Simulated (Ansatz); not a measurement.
Consider Cu$_{3}$N.

The calculation's input:

```
crystal:
  lattice:
    - [3.8272904603, 0.0, 0.0]
    - [0.0, 3.8272904603, 0.0]
    - [0.0, 0.0, 3.8272904603]
  atoms:
    - { symbol: Cu, position: [0.5, 0.0, 0.0] }
    - { symbol: Cu, position: [0.0, 0.5, 0.0] }
    - { symbol: Cu, position: [0.0, 0.0, 0.5] }
    - { symbol: "N", position: [0.0, 0.0, 0.0] }
basis:
  ecutwfc: 420
kpoints:
  mp_grid: { grid: [10, 10, 10] }
hamiltonian:
  xc: lda
scf:
  occupations: { method: gaussian, width: 0.01 }
output:
  forces: true
  stress: true
  eigenvalues: true
  write_density: true
  write_potential: true
  elf: true
  volumetric_format: npy
relax:
  adjacent_minimum: "off"
  f_tol: 0.005
  max_steps: 50
  cell: { stress_tol: 0.05 }
```

Run with:

```sh
ansatz run input.yaml --threads 1 --pin off --max-ram 2560MiB --backend cpu --events-out ev --progress --plain --runs-dir out
```

Below, planes, directions and counts refer to the conventional cell (a = 3.72 Å, b = 3.72 Å, c = 3.72 Å, α = 90.00°, β = 90.00°, γ = 90.00°).

The fields are those of the run's last geometry, not of the input's.

Space group Pm-3m; computed without spin polarisation.

Level of theory: DFT LDA, scalar-relativistic, plane waves, PAW in Ansatz.

Q: What will maps of the valence pseudo-density and electron localisation function show?

A: Cu–N (1.86 Å): ρ at the midpoint is about 0.88 e/Å³; the ELF peaks at about 0.80 in the valence shell of N, 0.6 Å from its nucleus, and is about 0.30 at the midpoint.

Q: Does the calculation make it a metal, or give it a gap?

A: It is gapless in this calculation (a metal or semimetal); semilocal functionals without U, or without the true magnetic order, often close the gap of such compounds.

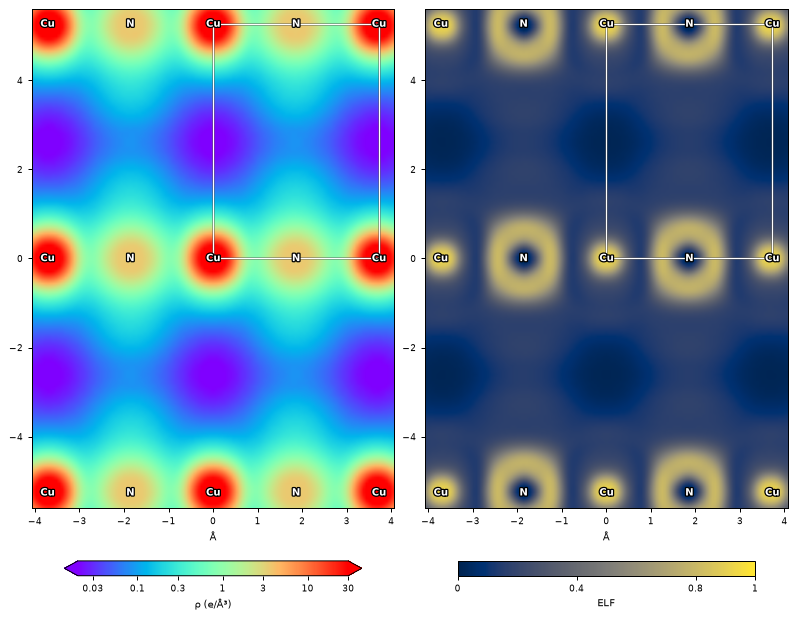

Computed valence pseudo-density and electron localisation function on the (011) plane of the conventional cell, in this order. 
